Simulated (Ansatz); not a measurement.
# TaN: geometry relaxation (part 1 of 4)

- system: TaN (slab, 40 atoms in the cell)
- method: DFT PBEsol, scalar-relativistic, plane waves, PAW, no spin polarisation (Ansatz 0.2.0)

The structure derives from an entry of the Crystallography Open Database. The input holds or restrains some coordinates. Forces given for the steps count only the free coordinates. It belongs to a series of runs on one base structure; here: stripe over 1 of 3 cells, two steps.

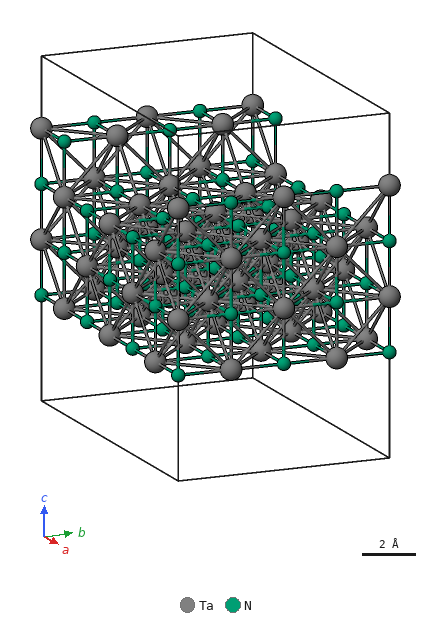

Figure 1. The input geometry (ball-and-stick view of the 1 × 2 repeat of the cell, with the vacuum cut short, seen slightly off an axis). An atom can appear more than once, as a periodic image.

## Input file
```yaml
crystal:
  lattice:
    - [13.1270682281, 0.0, 0.0]
    - [0.0, 4.3756894094, 0.0]
    - [0.0, 0.0, 18.5635341141]
  atoms:
    - { symbol: Ta, position: [0.1666666667, 0.0, 0.0808035793] }
    - { symbol: "N", position: [0.0, 0.0, 0.0808035793] }
    - { symbol: Ta, position: [0.1666666667, 0.5, 0.1986607012] }
    - { symbol: "N", position: [0.0, 0.5, 0.1986607012] }
    - { symbol: Ta, position: [0.0, 0.0, 0.1986607012] }
    - { symbol: "N", position: [0.1666666667, 0.0, 0.1986607012] }
    - { symbol: Ta, position: [0.0, 0.5, 0.0808035793] }
    - { symbol: "N", position: [0.1666666667, 0.5, 0.0808035793] }
    - { symbol: Ta, position: [0.5, 0.0, 0.0808035793] }
    - { symbol: "N", position: [0.3333333333, 0.0, 0.0808035793] }
    - { symbol: Ta, position: [0.5, 0.5, 0.1986607012] }
    - { symbol: "N", position: [0.3333333333, 0.5, 0.1986607012] }
    - { symbol: Ta, position: [0.3333333333, 0.0, 0.1986607012] }
    - { symbol: "N", position: [0.5, 0.0, 0.1986607012] }
    - { symbol: Ta, position: [0.3333333333, 0.5, 0.0808035793] }
    - { symbol: "N", position: [0.5, 0.5, 0.0808035793] }
    - { symbol: Ta, position: [0.8333333333, 0.0, 0.0808035793] }
    - { symbol: "N", position: [0.6666666667, 0.0, 0.0808035793] }
    - { symbol: Ta, position: [0.8333333333, 0.5, 0.1986607012] }
    - { symbol: "N", position: [0.6666666667, 0.5, 0.1986607012] }
    - { symbol: Ta, position: [0.6666666667, 0.0, 0.1986607012] }
    - { symbol: "N", position: [0.8333333333, 0.0, 0.1986607012] }
    - { symbol: Ta, position: [0.6666666667, 0.5, 0.0808035793] }
    - { symbol: "N", position: [0.8333333333, 0.5, 0.0808035793] }
    - { symbol: Ta, position: [0.1666666667, 0.0, 0.3165178232] }
    - { symbol: "N", position: [0.0, 0.0, 0.3165178232] }
    - { symbol: Ta, position: [0.0, 0.5, 0.3165178232] }
    - { symbol: "N", position: [0.1666666667, 0.5, 0.3165178232] }
    - { symbol: Ta, position: [0.5, 0.0, 0.3165178232] }
    - { symbol: "N", position: [0.3333333333, 0.0, 0.3165178232] }
    - { symbol: Ta, position: [0.3333333333, 0.5, 0.3165178232] }
    - { symbol: "N", position: [0.5, 0.5, 0.3165178232] }
    - { symbol: Ta, position: [0.8333333333, 0.0, 0.3165178232] }
    - { symbol: "N", position: [0.6666666667, 0.0, 0.3165178232] }
    - { symbol: Ta, position: [0.6666666667, 0.5, 0.3165178232] }
    - { symbol: "N", position: [0.8333333333, 0.5, 0.3165178232] }
    - { symbol: Ta, position: [0.1666666667, 0.5, 0.4343749452] }
    - { symbol: "N", position: [0.0, 0.5, 0.4343749452] }
    - { symbol: Ta, position: [0.0, 0.0, 0.4343749452] }
    - { symbol: "N", position: [0.1666666667, 0.0, 0.4343749452] }
basis:
  ecutwfc: 420
kpoints:
  mp_grid: { grid: [3, 8, 1] }
hamiltonian:
  xc: pbesol
scf:
  occupations: { method: gaussian, width: 0.1 }
output:
  forces: true
  eigenvalues: true
  populations: true
  write_density: true
  write_potential: true
  elf: true
  volumetric_format: npy
relax:
  adjacent_minimum: "off"
  f_tol: 0.02
  max_steps: 45
  constraints: [{ sites: [0, 1, 6, 7, 8, 9, 14, 15, 16, 17, 22, 23] }]
efield:
  axis: 3
  dipole_correction: true
  ramp_width: 0.04
```

Run as:
```bash
ansatz run input.yaml --threads 4 --pin off --max-ram 11264MiB --backend cpu --events-out ev --progress --plain --runs-dir out
```

## The program's output
```
Engine: ansatz 0.2.0, x86_64-unknown-linux-gnu
Pseudopotentials: kind: paw
Pseudopotential: Ta, paw, valence charge 13, recommended cutoff 420 eV (normal), Ta.paw.azcp
Pseudopotential: N, paw, valence charge 5, recommended cutoff 420 eV (normal), N.paw.azcp
Functional definition: PBEsol
  exchange = pbesol_x
  correlation = pbesol_c
Crystal: 40 atoms, lattice volume = 1066.289 Å³
Basis set: ecut = 420 eV, 20751 PW (Γ), exchange–correlation on 180×60×250 points (8 copies of the dense FFT grid, shifted against one another)
Bands: 220, of which v1, the nominal top of the filled ones, is band 180 counted from 1 (179 counted from 0)
Symmetry: 4 space group operations
Space group: Pma2 (ITA 28), of the structure as read, at distance tolerance 1.0e-4 Å
k-points: 10 of 24
Non-local potential: Ta, projectors of the file, l = 0: 3, l = 1: 2, l = 2: 2, l = 3: 1
Non-local potential: N, projectors of the file, l = 0: 2, l = 1: 2, l = 2: 1
PAW form: soft (Blöchl's): semilocal exchange-correlation on the pseudo side does not see the compensation charge
PAW frozen core: Ta, regenerated for the run's functional, and the local potential with it (the file was generated under x = pbe(κ = 0.804, μ = 0.2195149727645171), c = pbe(β = 0.06672455060314922))
PAW frozen core: N, regenerated for the run's functional, and the local potential with it (the file was generated under x = pbe(κ = 0.804, μ = 0.2195149727645171), c = pbe(β = 0.06672455060314922))
PAW one-centre angular grid: Ta, 590 points (default); XC on 64 Gauss nodes
PAW one-centre angular grid: N, 110 points (default); XC on 64 Gauss nodes
Initial density: superposition of atomic densities (neutral atoms: chi_scale 0, normalization atom), corrected by the library's trained network
Initial wavefunctions: pseudopotential atomic-orbital guess
Functional: x = pbesol(κ = 0.804, μ = 0.12345679012345678), c = pbesol(β = 0.046)
SCF iter   1: F=—  HF=-203726.203872 eV  |F-HF|=—  |Δ(HF+E_count)|=         —  Δρ=1.24e-2  dr2=4.35e0  ethr=1.77e-3  p=0.027 e·Å  D=4.61e-3 V/Å  ΔV_dip=-0.09 eV  dr2_dipole=8.47e-1  V_vac-E_F(+/−)=3.70/3.79 eV  ⟨swp⟩=9.0  Hψ=11348  notcnv=0
efield: sawtooth ramp at fractional position 0.7376 (placed from the atoms, in the widest stretch of the axis that holds none; the zero of the levels goes with the place), width 0.0400; the density the first Hamiltonian is built on has a dipole p = 0.027 e·Å; the dipole correction subtracts the counter field D = 4.61e-3 V/Å, which shifts the + side's vacuum level by -0.09 eV against the − side's; the planar-averaged density in the ramp window peaks in size at 4.2e-5 e/Å³
preconditioner: auto → LDOS  [metal: Δε(μ)=0.013 eV  Ē_g=8.667 eV  σ=0.100 eV  W_gap=0.07  n_scr=230 (ndim 8)  ℏωp=16.1 eV  f_vac=0.507  D(μ)=24.06/eV (n_scr^D=152)  β→1.0]
SCF iter   2: F=—  HF=-203725.824135 eV  |F-HF|=—  |Δ(HF+E_count)|=   3.80e-1  Δρ=7.71e-3  dr2=5.66e-1  ethr=1.21e-3  p=0.002 e·Å  D=3.95e-4 V/Å  ΔV_dip=-0.01 eV  dr2_dipole=2.08e-2  V_vac-E_F(+/−)=3.71/3.72 eV  ⟨swp⟩=2.2  Hψ=3600  notcnv=0  defer=275
SCF iter   3: F=—  HF=-203725.713369 eV  |F-HF|=—  |Δ(HF+E_count)|=   1.11e-1  Δρ=1.69e-3  dr2=4.03e-2  ethr=1.57e-4  p=0.012 e·Å  D=1.98e-3 V/Å  ΔV_dip=-0.04 eV  dr2_dipole=2.02e-3  V_vac-E_F(+/−)=3.70/3.74 eV  ⟨swp⟩=2.5  Hψ=3182  notcnv=0  defer=275
SCF iter   4: F=—  HF=-203725.706634 eV  |F-HF|=—  |Δ(HF+E_count)|=   6.73e-3  Δρ=2.86e-4  dr2=1.57e-3  ethr=1.12e-5  p=0.012 e·Å  D=2.09e-3 V/Å  ΔV_dip=-0.04 eV  dr2_dipole=7.05e-5  V_vac-E_F(+/−)=3.69/3.73 eV  ⟨swp⟩=2.8  Hψ=3514  notcnv=0  defer=275
SCF iter   5: F=—  HF=-203725.707710 eV  |F-HF|=—  |Δ(HF+E_count)|=   1.08e-3  Δρ=8.89e-5  dr2=1.67e-4  ethr=4.36e-7  p=0.014 e·Å  D=2.39e-3 V/Å  ΔV_dip=-0.04 eV  dr2_dipole=1.06e-5  V_vac-E_F(+/−)=3.69/3.73 eV  ⟨swp⟩=2.2  Hψ=3403  notcnv=0  defer=268
SCF iter   6: F=—  HF=-203725.707769 eV  |F-HF|=—  |Δ(HF+E_count)|=   5.91e-5  Δρ=3.66e-5  dr2=2.92e-5  ethr=4.64e-8  p=0.016 e·Å  D=2.70e-3 V/Å  ΔV_dip=-0.05 eV  dr2_dipole=6.31e-7  V_vac-E_F(+/−)=3.68/3.73 eV  ⟨swp⟩=3.0  Hψ=3249  notcnv=0  defer=268
iter 7 did not close the SCF: its close was put off until two iterations running show no level that it waits for move by more than its bar (scf_convergence_deferred on its scf_iter line)
SCF iter   7: F=-203725.707773 eV  HF=-203725.707775 eV  |F-HF|=2.03e-6  |Δ(HF+E_count)|=   5.49e-6  Δρ=1.35e-5  dr2=4.46e-6  ethr=2.78e-9  p=0.016 e·Å  D=2.79e-3 V/Å  ΔV_dip=-0.05 eV  dr2_dipole=8.51e-9  V_vac-E_F(+/−)=3.68/3.73 eV  ⟨swp⟩=27.9  Hψ=27665  notcnv=0
SCF iter   8: F=-203725.707775 eV  HF=-203725.707775 eV  |F-HF|=1.72e-7  |Δ(HF+E_count)|=   6.27e-7  Δρ=3.86e-6  dr2=4.12e-7  ethr=1.24e-9  p=0.017 e·Å  D=2.85e-3 V/Å  ΔV_dip=-0.05 eV  dr2_dipole=2.53e-8  V_vac-E_F(+/−)=3.68/3.73 eV  ⟨swp⟩=13.1  Hψ=20622  notcnv=0
WARN: efield: at this solve's end the planar-averaged density reaches 4.56e-5 e/Å³ inside the ramp window [0.6837, 0.8315] (bound 1e-5 e/Å³); the window's nearer edge stands 4.63 Å from this solve's nearest atom along the axis. Its work functions, free energy, forces, stress, dipole, levels and responses can be off, and this figure does not tell by how much. A short vacuum, a low `basis.ecutwfc` or `basis.ecutrho_ratio` and negative occupations (`scf.occupations.method`) can put density there. See the manual's quickstart, § The vacuum guard
SCF 1 converged in 8 iterations: F = -203725.707775 eV  dr2 = 4.12e-7
  greatest PAW one-centre occupation: 1.000 electrons in one spin orbital (limit 2), on the Ta atom at site 18 (counted from 0), in its partial waves of l = 0
relax step   1: F+E_penalty+E_count = -203725.70777530 eV  Δ(F+E_penalty+E_count) = +0.000e0 eV  max|allowed force component| = 3.011e0 eV/Å  Δτ_max = 0.0000 Å  (8 SCF iters, dr2 threshold 1.00e-5 eV, accepted)
Initial density: handed on by an earlier stage of this run
Initial wavefunctions: those handed on with the density
iter 1 solved again at ethr=6.20e-4 eV; its pass at ethr=3.10e-3 eV (dr2=2.23e0 eV) is discarded
SCF iter   1: F=—  HF=-203727.435644 eV  |F-HF|=—  |Δ(HF+E_count)|=         —  Δρ=7.86e-3  dr2=2.82e0  ethr=6.20e-4  p=0.017 e·Å  D=2.85e-3 V/Å  ΔV_dip=-0.05 eV  dr2_dipole=8.52e-1  V_vac-E_F(+/−)=3.74/3.79 eV  ⟨swp⟩=2.0  Hψ=7648  notcnv=0  defer=277
efield: sawtooth ramp at fractional position 0.7376 (handed on by an earlier solve), width 0.0400; the density the first Hamiltonian is built on has a dipole p = 0.017 e·Å; the dipole correction subtracts the counter field D = 2.85e-3 V/Å, which shifts the + side's vacuum level by -0.05 eV against the − side's; the planar-averaged density in the ramp window peaks in size at 4.5e-5 e/Å³
eigensolver tolerance schedule calibrated: the retry pair's looser diagonalisation under-reported the residual by θ = 0.21 (0.30/decade); ethr = c·dr2/N_el runs at the constant in force after the calibration composes with the one it found (an armed cap, an earlier calibration), c = 1.1e-2
preconditioner: auto → LDOS  [metal: Δε(μ)=0.014 eV  Ē_g=8.852 eV  σ=0.100 eV  W_gap=0.08  n_scr=230 (ndim 8)  ℏωp=16.1 eV  f_vac=0.510  D(μ)=23.47/eV (n_scr^D=144)  β→1.0]
SCF iter   2: F=—  HF=-203727.296834 eV  |F-HF|=—  |Δ(HF+E_count)|=   1.39e-1  Δρ=3.28e-3  dr2=1.93e-1  ethr=8.85e-5  p=0.041 e·Å  D=6.88e-3 V/Å  ΔV_dip=-0.13 eV  dr2_dipole=1.83e-3  V_vac-E_F(+/−)=3.64/3.77 eV  ⟨swp⟩=3.4  Hψ=4757  notcnv=0  defer=277
SCF iter   3: F=—  HF=-203727.261890 eV  |F-HF|=—  |Δ(HF+E_count)|=   3.49e-2  Δρ=1.56e-3  dr2=1.19e-1  ethr=6.07e-6  p=0.031 e·Å  D=5.34e-3 V/Å  ΔV_dip=-0.10 eV  dr2_dipole=2.22e-2  V_vac-E_F(+/−)=3.68/3.77 eV  ⟨swp⟩=3.9  Hψ=5354  notcnv=0  defer=281
SCF iter   4: F=—  HF=-203727.252546 eV  |F-HF|=—  |Δ(HF+E_count)|=   9.34e-3  Δρ=7.58e-4  dr2=3.29e-2  ethr=3.74e-6  p=0.034 e·Å  D=5.77e-3 V/Å  ΔV_dip=-0.11 eV  dr2_dipole=8.17e-3  V_vac-E_F(+/−)=3.67/3.77 eV  ⟨swp⟩=2.7  Hψ=3534  notcnv=0  defer=281
SCF iter   5: F=—  HF=-203727.252384 eV  |F-HF|=—  |Δ(HF+E_count)|=   1.61e-4  Δρ=2.20e-4  dr2=2.52e-3  ethr=1.03e-6  p=0.037 e·Å  D=6.20e-3 V/Å  ΔV_dip=-0.12 eV  dr2_dipole=4.48e-4  V_vac-E_F(+/−)=3.66/3.77 eV  ⟨swp⟩=3.0  Hψ=3781  notcnv=0  defer=281
SCF iter   6: F=—  HF=-203727.252256 eV  |F-HF|=—  |Δ(HF+E_count)|=   1.29e-4  Δρ=4.81e-5  dr2=6.62e-5  ethr=7.90e-8  p=0.037 e·Å  D=6.30e-3 V/Å  ΔV_dip=-0.12 eV  dr2_dipole=3.35e-6  V_vac-E_F(+/−)=3.66/3.77 eV  ⟨swp⟩=3.0  Hψ=4442  notcnv=0  defer=281
SCF iter   7: F=-203727.252259 eV  HF=-203727.252259 eV  |F-HF|=6.48e-7  |Δ(HF+E_count)|=   3.50e-6  Δρ=1.33e-5  dr2=2.76e-6  ethr=2.08e-9  p=0.037 e·Å  D=6.34e-3 V/Å  ΔV_dip=-0.12 eV  dr2_dipole=1.52e-8  V_vac-E_F(+/−)=3.66/3.77 eV  ⟨swp⟩=31.2  Hψ=29165  notcnv=0
WARN: efield: at this solve's end the planar-averaged density reaches 4.77e-5 e/Å³ inside the ramp window [0.6837, 0.8315] (bound 1e-5 e/Å³); the window's nearer edge stands 4.57 Å from this solve's nearest atom along the axis. Its work functions, free energy, forces, stress, dipole, levels and responses can be off, and this figure does not tell by how much. A short vacuum, a low `basis.ecutwfc` or `basis.ecutrho_ratio` and negative occupations (`scf.occupations.method`) can put density there. See the manual's quickstart, § The vacuum guard
SCF 2 converged in 7 iterations: F = -203727.252259 eV  dr2 = 2.76e-6
[... from here on the iterations of each SCF are left out, up to the last one ...]
relax step   2: F+E_penalty+E_count = -203727.25225870 eV  Δ(F+E_penalty+E_count) = -1.544e0 eV  max|allowed force component| = 1.062e0 eV/Å  Δτ_max = 0.1945 Å  (7 SCF iters, dr2 threshold 1.00e-4 eV, accepted)
[... from here on the SCF iterations and repeated set-up lines of each step are left out, up to the last step ...]
SCF 3 converged in 6 iterations: F = -203727.705211 eV  dr2 = 8.63e-6
relax step   3: F+E_penalty+E_count = -203727.70521127 eV  Δ(F+E_penalty+E_count) = -4.530e-1 eV  max|allowed force component| = 8.024e-1 eV/Å  Δτ_max = 0.0925 Å  (6 SCF iters, dr2 threshold 7.04e-5 eV, accepted)
SCF 4 converged in 6 iterations: F = -203728.037292 eV  dr2 = 2.79e-5
relax step   4: F+E_penalty+E_count = -203728.03729172 eV  Δ(F+E_penalty+E_count) = -3.321e-1 eV  max|allowed force component| = 5.102e-1 eV/Å  Δτ_max = 0.1702 Å  (6 SCF iters, dr2 threshold 8.00e-5 eV, accepted)
SCF 5 converged in 5 iterations: F = -203728.196138 eV  dr2 = 3.76e-5
relax step   5: F+E_penalty+E_count = -203728.19613768 eV  Δ(F+E_penalty+E_count) = -1.588e-1 eV  max|allowed force component| = 2.945e-1 eV/Å  Δτ_max = 0.0576 Å  (5 SCF iters, dr2 threshold 1.00e-4 eV, accepted)
SCF 6 converged in 6 iterations: F = -203728.257358 eV  dr2 = 1.03e-5
relax step   6: F+E_penalty+E_count = -203728.25735806 eV  Δ(F+E_penalty+E_count) = -6.122e-2 eV  max|allowed force component| = 6.556e-1 eV/Å  Δτ_max = 0.0783 Å  (6 SCF iters, dr2 threshold 2.89e-5 eV, accepted)
SCF 7 converged in 5 iterations: F = -203728.298959 eV  dr2 = 5.64e-6
relax step   7: F+E_penalty+E_count = -203728.29895919 eV  Δ(F+E_penalty+E_count) = -4.160e-2 eV  max|allowed force component| = 1.639e-1 eV/Å  Δτ_max = 0.0290 Å  (5 SCF iters, dr2 threshold 1.00e-4 eV, accepted)
SCF 8 converged in 6 iterations: F = -203728.304750 eV  dr2 = 3.76e-7
relax step   8: F+E_penalty+E_count = -203728.30474963 eV  Δ(F+E_penalty+E_count) = -5.790e-3 eV  max|allowed force component| = 4.670e-2 eV/Å  Δτ_max = 0.0113 Å  (6 SCF iters, dr2 threshold 1.68e-6 eV, accepted)
SCF iter   1: F=—  HF=-203728.306112 eV  |F-HF|=—  |Δ(HF+E_count)|=         —  Δρ=4.86e-4  dr2=4.53e-3  ethr=1.49e-5  p=0.024 e·Å  D=4.16e-3 V/Å  ΔV_dip=-0.08 eV  dr2_dipole=2.64e-6  V_vac-E_F(+/−)=3.61/3.68 eV  ⟨swp⟩=2.0  Hψ=3586  notcnv=0  defer=1
efield: sawtooth ramp at fractional position 0.7376 (handed on by an earlier solve), width 0.0400; the density the first Hamiltonian is built on has a dipole p = 0.024 e·Å; the dipole correction subtracts the counter field D = 4.16e-3 V/Å, which shifts the + side's vacuum level by -0.08 eV against the − side's; the planar-averaged density in the ramp window peaks in size at 5.0e-5 e/Å³
preconditioner: auto → LDOS  [metal: Δε(μ)=0.024 eV  Ē_g=8.860 eV  σ=0.100 eV  W_gap=0.13  n_scr=230 (ndim 8)  ℏωp=16.1 eV  f_vac=0.515  D(μ)=20.80/eV (n_scr^D=126)  β→1.0]
SCF iter   2: F=—  HF=-203728.305515 eV  |F-HF|=—  |Δ(HF+E_count)|=   5.97e-4  Δρ=2.51e-4  dr2=1.43e-3  ethr=1.26e-6  p=0.024 e·Å  D=3.99e-3 V/Å  ΔV_dip=-0.07 eV  dr2_dipole=4.63e-7  V_vac-E_F(+/−)=3.61/3.68 eV  ⟨swp⟩=2.4  Hψ=3550  notcnv=0  defer=1
SCF iter   3: F=—  HF=-203728.305272 eV  |F-HF|=—  |Δ(HF+E_count)|=   2.43e-4  Δρ=5.97e-5  dr2=8.24e-5  ethr=3.96e-7  p=0.024 e·Å  D=4.05e-3 V/Å  ΔV_dip=-0.08 eV  dr2_dipole=5.34e-7  V_vac-E_F(+/−)=3.61/3.68 eV  ⟨swp⟩=3.4  Hψ=4068  notcnv=0  defer=1
SCF iter   4: F=—  HF=-203728.305747 eV  |F-HF|=—  |Δ(HF+E_count)|=   4.74e-4  Δρ=1.60e-5  dr2=5.16e-6  ethr=2.29e-8  p=0.024 e·Å  D=4.03e-3 V/Å  ΔV_dip=-0.07 eV  dr2_dipole=8.30e-9  V_vac-E_F(+/−)=3.61/3.68 eV  ⟨swp⟩=2.4  Hψ=3488  notcnv=0  defer=1
SCF iter   5: F=—  HF=-203728.305746 eV  |F-HF|=—  |Δ(HF+E_count)|=   5.23e-7  Δρ=5.76e-6  dr2=4.68e-7  ethr=1.43e-9  p=0.024 e·Å  D=4.03e-3 V/Å  ΔV_dip=-0.07 eV  dr2_dipole=2.14e-8  V_vac-E_F(+/−)=3.61/3.68 eV  ⟨swp⟩=3.1  Hψ=3413  notcnv=0  defer=1
SCF iter   6: F=-203728.305746 eV  HF=-203728.305747 eV  |F-HF|=4.82e-8  |Δ(HF+E_count)|=   2.70e-7  Δρ=2.35e-6  dr2=9.97e-8  ethr=2.78e-11  p=0.024 e·Å  D=4.03e-3 V/Å  ΔV_dip=-0.07 eV  dr2_dipole=4.98e-9  V_vac-E_F(+/−)=3.61/3.68 eV  ⟨swp⟩=22.3  Hψ=21212  notcnv=0
WARN: efield: at this solve's end the planar-averaged density reaches 5.01e-5 e/Å³ inside the ramp window [0.6837, 0.8315] (bound 1e-5 e/Å³); the window's nearer edge stands 4.63 Å from this solve's nearest atom along the axis. Its work functions, free energy, forces, stress, dipole, levels and responses can be off, and this figure does not tell by how much. A short vacuum, a low `basis.ecutwfc` or `basis.ecutrho_ratio` and negative occupations (`scf.occupations.method`) can put density there. See the manual's quickstart, § The vacuum guard
SCF 9 converged in 6 iterations: F = -203728.305746 eV  dr2 = 9.97e-8
relax step   9: F+E_penalty+E_count = -203728.30574649 eV  Δ(F+E_penalty+E_count) = -9.969e-4 eV  max|allowed force component| = 1.272e-2 eV/Å  Δτ_max = 0.0071 Å  (6 SCF iters, accepted)
```

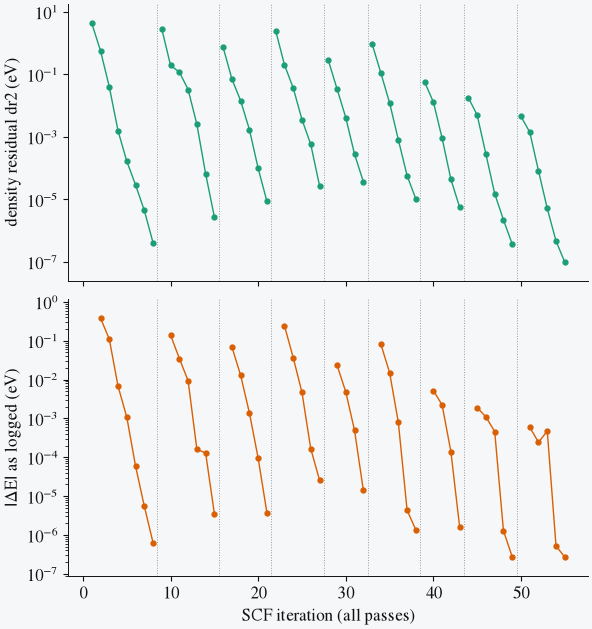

Figure 2. Convergence of the self-consistent field: density residual dr2 and size of the energy change against the SCF iteration. The dotted lines part the SCF passes of the relaxation: geometry steps, rejected trials and re-solves on a re-selected basis. The 9 passes take 5 to 8 iterations each, 55 in all.
